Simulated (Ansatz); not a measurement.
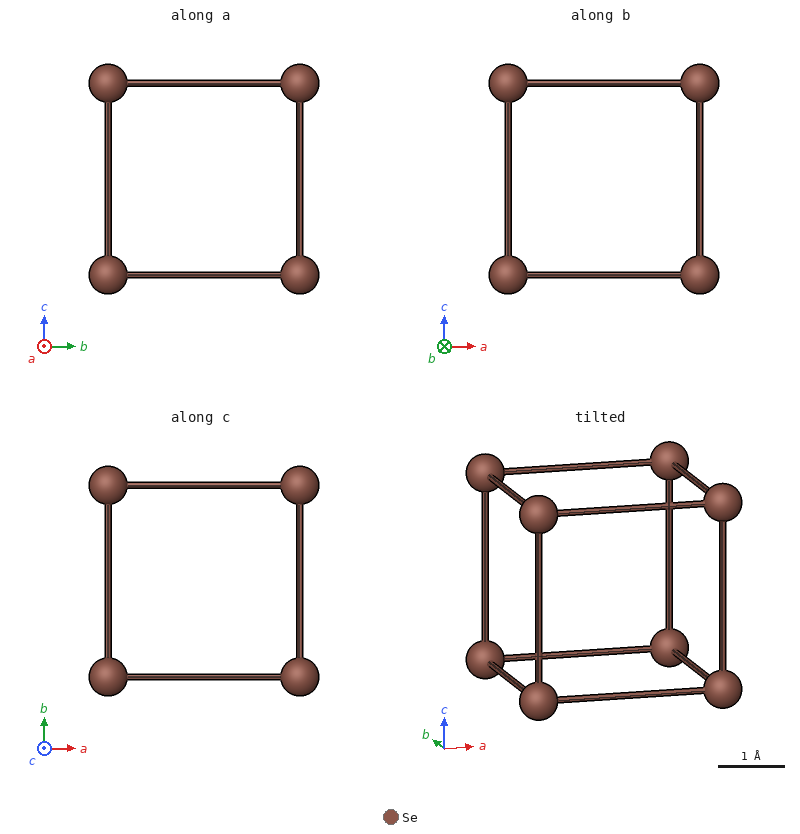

This ball-and-stick model is shown along the a axis, along the b axis, along the c axis and slightly off an axis. One conventional unit cell is framed, with atoms on its boundary repeated.

Lattice parameters: a = 2.909 Å, b = 2.909 Å, c = 2.909 Å, α = 90.00°, β = 90.00°, γ = 90.00°.

### Record the structure as a table of Wyckoff sites.

Space group Pm-3m (No. 221).
```
atom  site       x       y       z
  Se    1a  0.0000  0.0000  0.0000
```

The structure was taken from a structure type filled with this element by a generator (whether the element takes this form wasn't checked). Earlier steps of the study may have refined or changed the cell and positions. An electronic-structure calculation with Ansatz was run on it.
